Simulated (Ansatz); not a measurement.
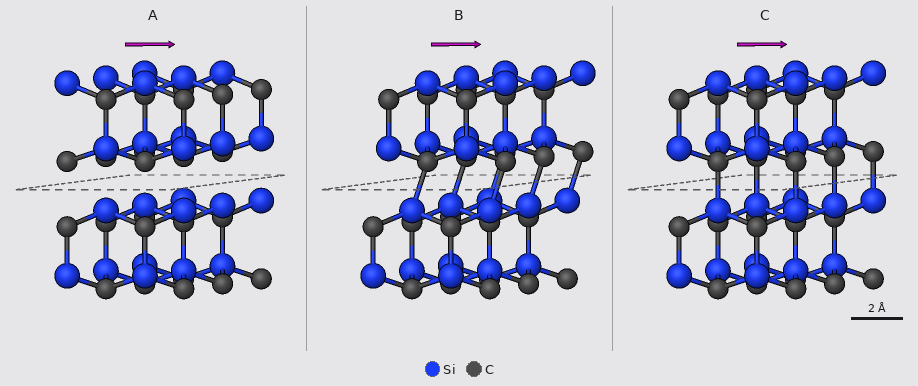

A scan of a crystal of SiC (P6_3mc): the crystal above a cut along the (0 0 1) plane of the conventional cell (between a plane of Si below and one of C above, 1.94 Å apart) is slid rigidly by fractions of an in-plane lattice vector 3.08 Å long (a generalised stacking fault). One cut stands in each cell, which starts 10.1 Å high; nothing is relaxed, and the dashed outline marks the cut, the arrow on top the direction of slip. Style: ball-and-stick. Shown: the layers on both sides of the cut, from the side, nearly along the cut plane.

All numbers below come from DFT PBE, scalar-relativistic, plane waves, PAW in Ansatz. (plane-wave cutoff 420 eV; k-point mesh 10 × 10 × 3; occupations gaussian; smearing width 0.05 eV; no spin polarisation). Energies (free energies at the smearing named) are counted from the cell as listed in its source, which wasn't relaxed.

Q: Rank the frames from lowest to highest energy.

A: Lowest first: C (the slip 0.00, 0 mJ/m²), B (the slip 0.20, 1077 mJ/m²), A (the slip 0.50, 3948 mJ/m²). Over the whole scan: the curve starts and ends at zero, since a full lattice vector restores the crystal. Its highest computed point is 3948 mJ/m² at slip 0.50, which the unstable stacking-fault energy of this rigid path equals or slightly exceeds. No local minimum shows among the points, so there is no metastable fault on this line. The path is symmetric about half-way. Relaxation across the fault would lower the values.
